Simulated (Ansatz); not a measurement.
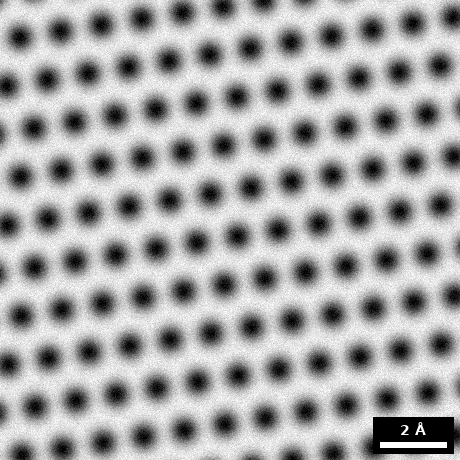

Phase-contrast TEM-like image of Ir (Fd-3m, No. 227) along [210]. Simulated in the weak-phase-object approximation with neutral-atom potentials: 300 kV, Cs = 10 µm, defocus −53 Å (negative is underfocus), defocus spread 15 Å, aperture 1.62 1/Å. Shot noise was added. Atomic positions: the end point of a relaxation with DFT, revPBE, plane waves (420 eV) with PAW, scalar-relativistic in Ansatz; the starting structure was generated, so it need not be a known form of this composition.

> What point resolution do these settings give, and which lattice spacings pass?

About 0.6 Å (0.66 |Cs|^(1/4) λ^(3/4) with λ = 0.0197 Å). The spacings that carry visible contrast are {400} at 1.40 Å, {422} at 1.14 Å.

> Do the atom columns appear dark or bright, and why?

Dark. With positive Cs and underfocus sin χ is negative over the pass band, so the strongest columns (Ir) come out darker than the background.
